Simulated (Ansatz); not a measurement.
Start from this file.

```
W C
1.0
     2.89875    0.00000    0.00000
    -1.44938    2.51039    0.00000
     0.00000    0.00000    2.82705
W C
1 1
Direct
  0.00000 0.00000 0.00000
  0.66667 0.33333 0.50000
```

### Characterise the structure given above.

The structure is one of WC. It is primitive hexagonal, space group P-6m2 (No. 187). This arrangement goes by the name tungsten carbide (WC) type. Cell content 1 W, 1 C; Z = 1. Around each W lie eight W and six C (2.83 to 2.90 Å to W, 2.19 Å to C). Around each C lie six W in a trigonal prismatic arrangement at 2.19 Å. The bonds build a three-dimensional framework.

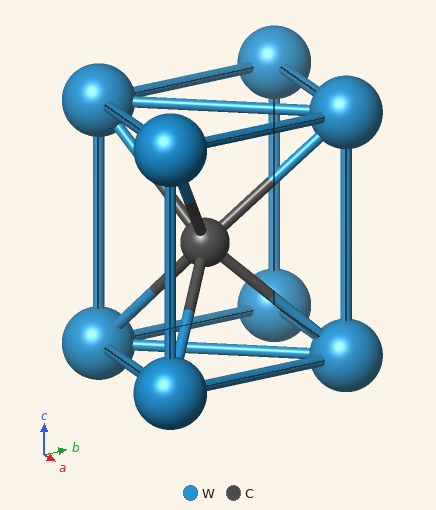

This ball-and-stick model is shown slightly off an axis. Lines trace the edges of the conventional unit cell. Colours: tungsten blue, carbon dark grey.

Origin of the cell: a structure listed in the Materials Project, with elements exchanged, so it need not be a known form of the compound. The picture shows the end point of a geometry optimisation with DFT PBEsol, scalar-relativistic, plane waves, PAW in Ansatz 0.2.0.
